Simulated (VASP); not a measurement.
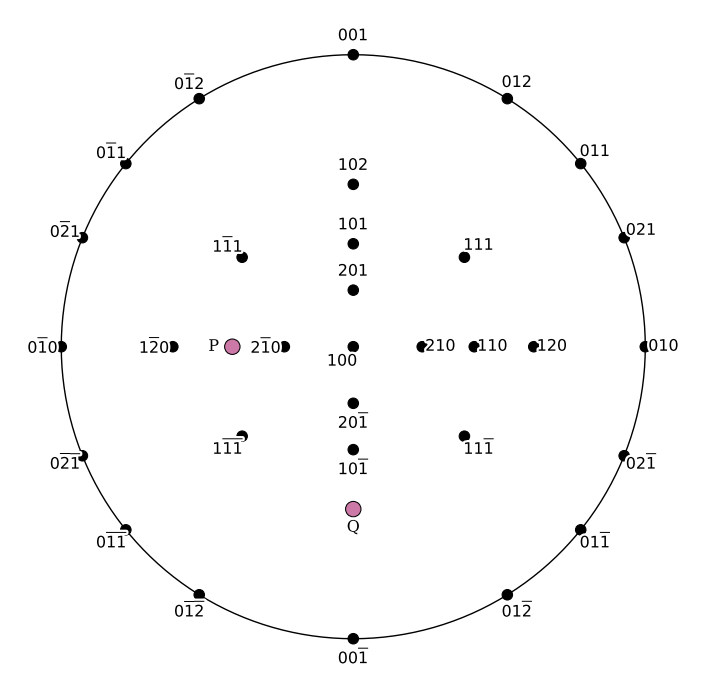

Stereographic projection of plane normals (upper hemisphere) centred on (1 0 0). Crystal: SnO, the end point of a relaxation with VASP Kohn-Sham DFT of a periodic cell, PBEsol, VASP PAW PBE potentials, recommended (VASP). The drawing is computed from the coordinates (standard cell, symmetry found to 0.002 Å).

a = 3.801 Å, b = 3.801 Å, c = 4.721 Å, α = 90.00°, β = 90.00°, γ = 90.00°.

### Index the poles marked P, Q.

P is (1 −1 0), 45.0° from the centre; Q is (1 0 −2), 58.2° from the centre.

### What is the angle between the normals of (1 0 2) and (0 −1 2), and what are their d_hkl = 1/|g|?

43.8°; d = 2.005 Å and 2.005 Å.
